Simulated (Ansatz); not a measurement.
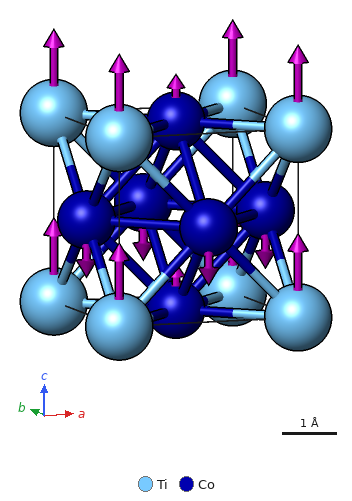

Lattice vibrations of crystalline TiCo$_{3}$, space group Pm-3m (No. 221), at the zone centre. The optical levels lie at 205 (×3), 228 (×3), 293 (×3) cm⁻¹. One mode is drawn. The purple arrows are the displacements of the atoms (eigenvector over the root of the mass), of arbitrary overall length and sign. A ball-and-stick model of the cell of the calculation, seen slightly off an axis.

Method: DFT PBEsol, scalar-relativistic, plane waves, PAW in Ansatz 0.2.0. Set-up: plane-wave cutoff 420 eV; k-point mesh 12 × 12 × 12; occupations gaussian; smearing width 0.2 eV; collinear spin.

The frequencies depend somewhat on the k-mesh and the smearing.

> To which level does it belong?

The level at 293 cm⁻¹. This is the T₁u mode (triply degenerate; one member of the set is drawn), the highest optical level, infrared-active by symmetry. All motion is along c; the kinetic energy is shared as Co 53 %, Ti 47 %. The crystal is a metal, so free carriers screen the infrared response.
